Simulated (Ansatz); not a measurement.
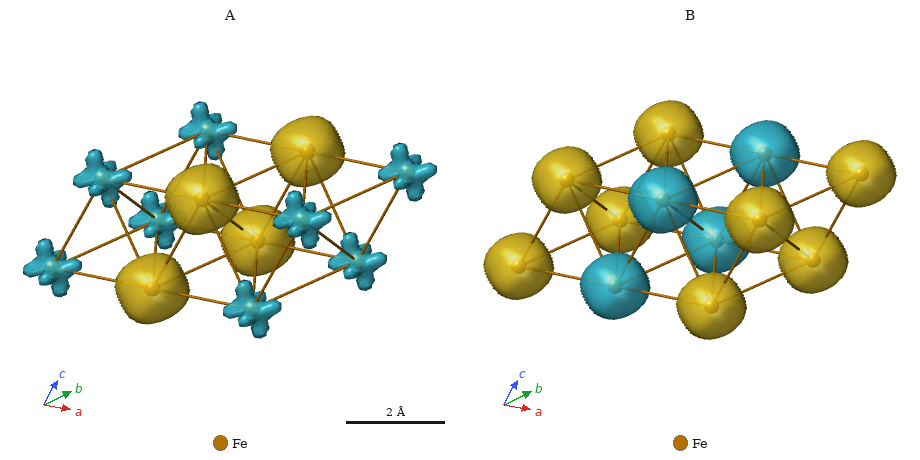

Figure 1: Fe. Spin density of two self-consistent states of the same cell, at +0.4 (yellow) and −0.4 e/Å³ (cyan).

Space group Fm-3m; spin-polarised.

Method: DFT, r2SCAN, PAW, plane waves, scalar-relativistic in Ansatz.

In a PAW calculation such maps are meaningful between the atoms, not at the nuclei.

Q: Which magnetic state is the more stable, and how do they differ?

A: State A: parallel moments on the main sites in this solution; Fe: +2.6 μB in one cell of 2 atoms. State B: antiferromagnetic in this solution, which needn't be the ground state, with some nearest magnetic neighbours parallel and some opposed; Fe: +2.4 μB and −2.4 μB in one cell of 2 atoms. State B lies lower by 91 meV per atom.
